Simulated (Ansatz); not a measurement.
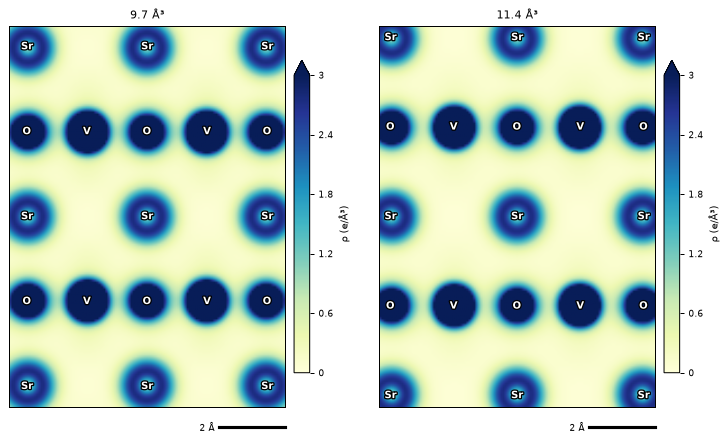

SrVO$_{3}$. The valence charge density (pseudo) of cells scaled evenly to different volumes (given per atom above each panel), on the (011) plane of each (indices in the axes of the cell below), at one length scale and on one colour scale.

Spin-polarised.

Computed with DFT PBEsol, scalar-relativistic, plane waves, PAW in Ansatz 0.2.0.

In a PAW calculation such maps are meaningful between the atoms, not at the nuclei.

The largest cell:

```
Sr V O
1.0
     3.84805    0.00000    0.00000
     0.00000    3.84805    0.00000
     0.00000    0.00000    3.84805
Sr V O
1 1 3
Cartesian
  1.9240 1.9240 1.9240
  0.0000 0.0000 0.0000
  1.9240 0.0000 0.0000
  0.0000 1.9240 0.0000
  0.0000 0.0000 1.9240
```

| volume (Å³/atom) | V–O contact in the plane (Å) | ρ at its midpoint (e/Å³) | pressure (GPa) | 
| --- | --- | --- | --- |
| 9.74 | 1.826 | 0.946 | 33.8 | 
| 11.06 | 1.905 | ? | ? | 
| 11.40 | 1.924 | 0.737 | −5.5 | 

**What values belong in the row with question marks?**

Over the known rows ln ρ falls by 2.55 per Å of V–O distance (the line through the two), which gives 0.774 e/Å³ at 1.905 Å; the calculation gives 0.772 e/Å³. For the pressure, a straight line in volume between the neighbouring rows gives 2.5 GPa; the calculation gives 0.0, lower because pressure rises ever faster on compression.
